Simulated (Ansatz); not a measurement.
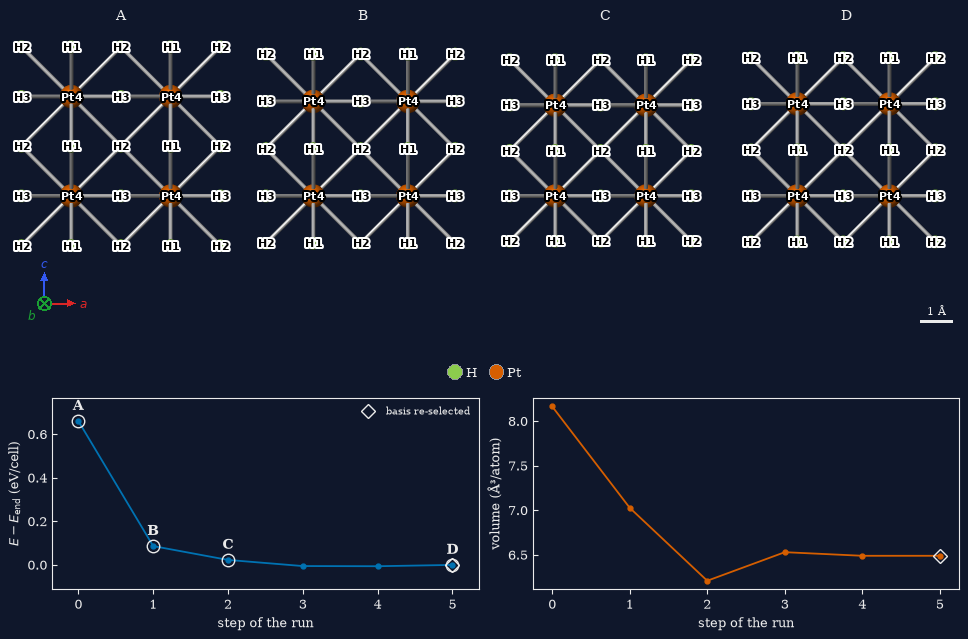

Frames of a relaxation of crystalline H₃Pt (built on the Cu3Au (L1_2)_221 type) (coarse preliminary run), marked on the history of the run. The picture is a ball-and-stick view of the cell of the calculation, seen along the b axis.

Case: Cu3Au (L1_2) type (Pm-3m, No. 221).

The calculation used DFT PBE, scalar-relativistic, plane waves, PAW (Ansatz 0.2.0).

Input file:
```yaml
crystal:
  lattice:
    - [3.1965116335, 0.0, 0.0]
    - [0.0, 3.1965116335, 0.0]
    - [0.0, 0.0, 3.1965116335]
  atoms:
    - { symbol: H, position: [0.0, 0.5, 0.5] }
    - { symbol: H, position: [0.5, 0.0, 0.5] }
    - { symbol: H, position: [0.5, 0.5, 0.0] }
    - { symbol: Pt, position: [0.0, 0.0, 0.0] }
basis:
  ecutwfc: 420
kpoints:
  mp_grid: { grid: [6, 6, 6] }
hamiltonian:
  xc: pbe
scf:
  occupations: { method: gaussian, width: 0.1 }
  lower_state_search: "off"
output:
  forces: true
  stress: true
  eigenvalues: true
relax:
  adjacent_minimum: "off"
  f_tol: 0.04
  max_steps: 70
  cell: { stress_tol: 0.4 }
```

Run as
```bash
ansatz run input.yaml --threads 1 --pin off --max-ram 2560MiB --backend cpu --events-out ev --progress --plain --runs-dir out
```

### Describe the path.

No atom moves by more than 0.005 Å relative to the cell. The volume changes by −20.5 %, with a = b = c 3.197 → 2.961 Å (−7.4 %). Among the contacts that change: H1–Pt4 2.260 → 2.094 Å. The space group stays Pm-3m (No. 221). After 4 accepted moves (5 points after the start) the energy has fallen by 0.661 eV per cell of the calculation. All forces vanish by symmetry, so only the cell relaxes. The pressure goes from −25.51 to −0.07 GPa. At 1 point the geometry stayed and the basis and grid were re-selected for the new cell (energy shift of 6.0 meV per cell of the calculation at most each time). From step 0 to 1: volume −13.9 %, energy −0.574 eV per cell of the calculation. From step 1 to 2: volume −11.6 %, energy −63.6 meV per cell of the calculation. From step 2 to 5: volume +4.5 %, energy −22.9 meV per cell of the calculation.

```
step  E − E(0), meV/atom  pressure, GPa  volume, Å³/atom                      note
   0                0.00         -25.51            8.165                          
   1             -143.60         -12.43            7.028                          
   2             -159.52           9.06            6.210                          
   3             -166.55          -1.15            6.530                          
   4             -166.75          -0.01            6.490                          
   5             -165.24          -0.07            6.490  same geometry, new basis
```
